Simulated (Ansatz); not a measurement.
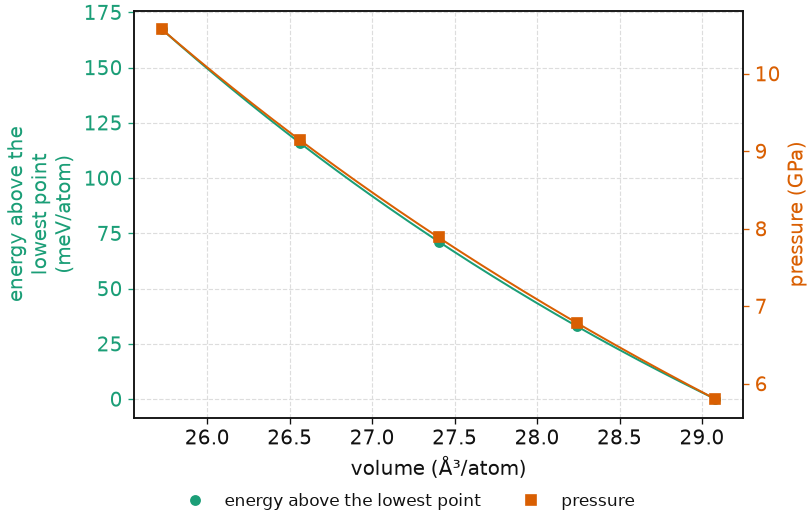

Energy above the lowest point and pressure against volume for Gd, space group Fm-3m (No. 225) (one of a set of cubic test structures, which need not be the stable phase).

The energy above the lowest point falls from 167 meV/atom at volume 25.73 Å³/atom to 0 meV/atom at 29.08 Å³/atom. The pressure falls from 10.571 GPa at volume 25.73 Å³/atom to 5.801 GPa at 29.08 Å³/atom.

How it was computed, with Ansatz 0.2.0 development build: equation of state of a cubic crystal from periodic Kohn-Sham density functional theory without spin; pressure corrected for the finite basis. Level: r2SCAN.

structure type fcc; atoms in cell 1; space group number 225; lattice centring face-centred primitive; k mesh 12×12×12; occupation method Fermi–Dirac; occupation width 0.1 eV; wave cutoff 700 eV; datasets hard PAW; density tolerance 1e−09 eV; bands 21; density cutoff ratio 4; search for lower states default; xc grid level 2.

Keep in mind: cubic model structure, not the ambient form; modest k-mesh, values are not fully converged in k; open f shell treated without spin; open f shell, state may not be the lowest; pseudopotentials made with PBE, not this functional; the volumes run don't bracket the minimum of the energy, so any equilibrium value is extrapolated.
